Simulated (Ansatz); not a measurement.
H$_{15}$NO$_{6}$ (amorphous cell)

```
CELL_PARAMETERS angstrom
5.59558 0.00000 0.00000
0.00000 5.59558 0.00000
0.00000 0.00000 5.59558
ATOMIC_POSITIONS crystal
O 0.65267 0.49749 0.03913
H 0.79552 0.58581 0.99420
H 0.70704 0.34067 0.09076
O 0.25385 0.17718 0.15193
H 0.18075 0.01552 0.14885
H 0.18642 0.23597 0.30604
O 0.09291 0.73402 0.25877
H 0.20203 0.72459 0.40200
H 0.15107 0.60383 0.15961
O 0.86799 0.92148 0.84492
H 0.72642 0.92950 0.74354
H 0.81101 0.96803 0.00556
O 0.66626 0.03784 0.30762
H 0.49851 0.08407 0.25748
H 0.66657 0.86459 0.33088
O 0.00514 0.29273 0.56098
H 0.86320 0.23730 0.47269
H 0.01007 0.17333 0.69019
N 0.33965 0.68549 0.67613
H 0.30682 0.82704 0.78720
H 0.19277 0.57650 0.69343
H 0.47457 0.58948 0.75632
```

All numbers below come from Ansatz, DFT PBE, scalar-relativistic, plane waves, PAW.

What will maps of the valence pseudo-density and electron localisation function show?

Answer. O–H (0.98 Å): ρ at the midpoint is about 3.7 e/Å³; the ELF climbs to about 1 towards the hydrogen, as it does in any bond to H; an ordinary covalent bond to hydrogen.

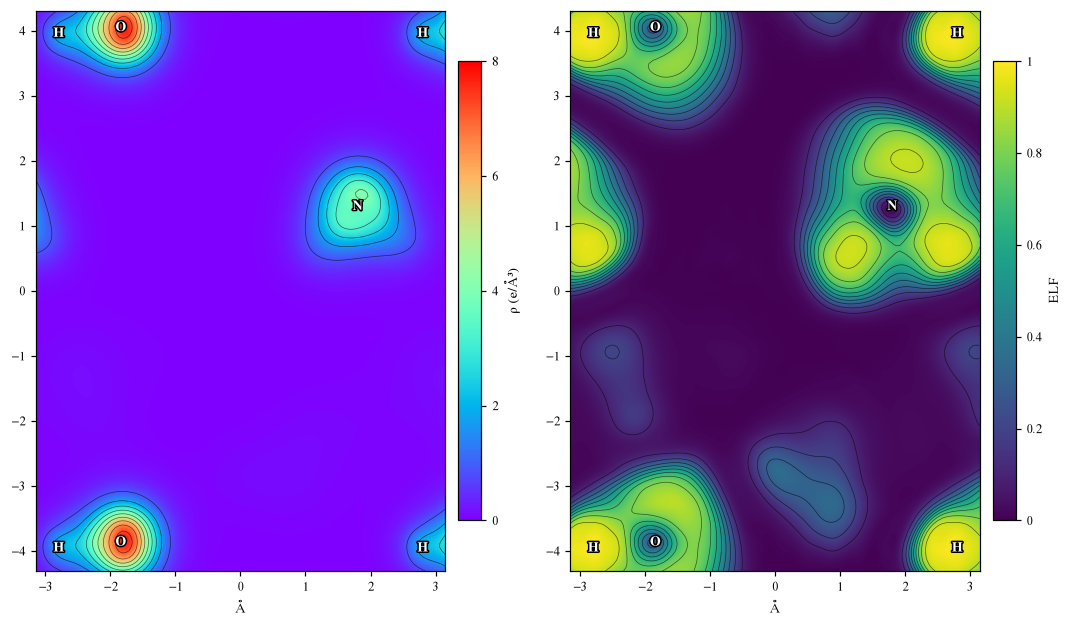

Computed valence pseudo-density and electron localisation function on the (101) plane of the calculation cell, in this order. Atoms just off the plane (H, 0.4 Å away) can leave unmarked features too.

The density is the valence pseudo-density of a PAW calculation; it isn't the true density close to the nuclei.
